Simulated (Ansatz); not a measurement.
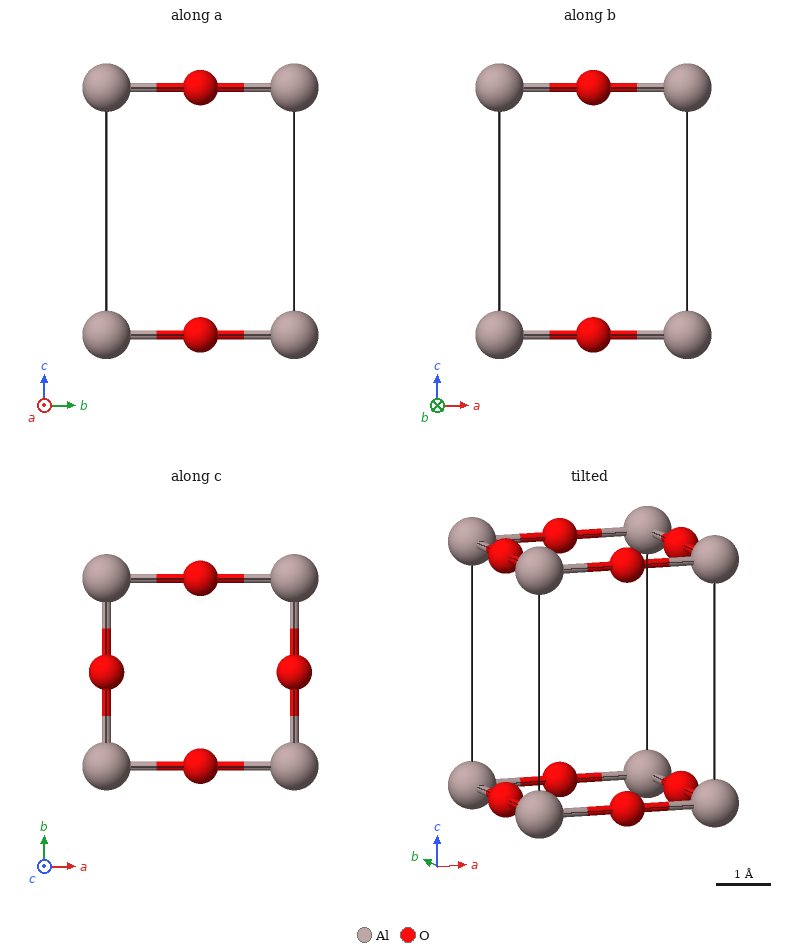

Drawn in the ball-and-stick manner and seen along the a axis, along the b axis, along the c axis and slightly off an axis. The wireframe shows the conventional unit cell.

Lattice parameters: a = 3.5189 Å, b = 3.5189 Å, c = 4.6335 Å, α = 90.000°, β = 90.000°, γ = 90.000°.

Set out the cell and atoms as a CIF with its space group and independent sites.

```cif
data_structure
_symmetry_space_group_name_H-M 'P 4/m m m'
_symmetry_Int_Tables_number 123
_cell_length_a 3.5189
_cell_length_b 3.5189
_cell_length_c 4.6335
_cell_angle_alpha 90.000
_cell_angle_beta 90.000
_cell_angle_gamma 90.000
_cell_volume 57.38
loop_
_atom_site_label
_atom_site_type_symbol
_atom_site_symmetry_multiplicity
_atom_site_Wyckoff_symbol
_atom_site_fract_x
_atom_site_fract_y
_atom_site_fract_z
_atom_site_occupancy
Al1 Al 1 a 0.0000 0.0000 0.0000 1
O1 O 2 f 0.0000 0.5000 0.0000 1
```

It derives from a random cell made by a generator, so it need not be a real form of the compound. Earlier steps of the study may have refined or changed the cell and positions. It went into a calculation with Ansatz.
